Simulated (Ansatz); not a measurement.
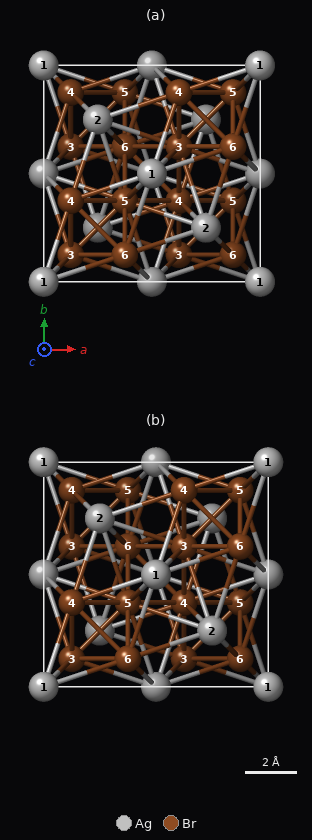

The structure of crystalline AgBr₂ (built on the cubic Laves (C15)_227 type) before (top) and after (bottom) a relaxation, at one scale.

Style: ball-and-stick. Shown: the conventional cell (4 times the calculation's cell), along the c axis. Lengths and directions refer to the drawn axes.

Case: cubic Laves (C15) type (Fd-3m, No. 227).

The calculation used DFT PBE, scalar-relativistic, plane waves, PAW (Ansatz). Settings: plane-wave cutoff 420 eV; k-point mesh 8 × 8 × 8; occupations gaussian; smearing width 0.1 eV; no spin polarisation; cell and atoms relaxed; force threshold 0.01 eV/Å; at most 80 steps.

Q: Describe what moved and what it gained.

A: The atoms keep their places relative to the cell (all moves are under 0.005 Å). The volume changes by +11.8 %, with a = b = c 8.601 → 8.928 Å (+3.8 %). Among the contacts that change: Ag1–Br3 3.566 → 3.701 Å, Br3–Br4 3.041 → 3.156 Å. The space group stays Fd-3m (No. 227). Over 3 accepted moves (4 points after the start) the energy falls by 0.159 eV per cell of the calculation. All forces vanish by symmetry, so only the cell relaxes. Pressure: 3.04 GPa at the start and −0.01 GPa at the end. The SCF was repeated once at an unchanged geometry on a basis and grid sized afresh for the cell, which shifted the energy by 2.3 meV per cell of the calculation at most. The run took 59 s on 1 thread of Arm Neoverse V1, with other jobs on the host, peak memory 0.49 GiB.
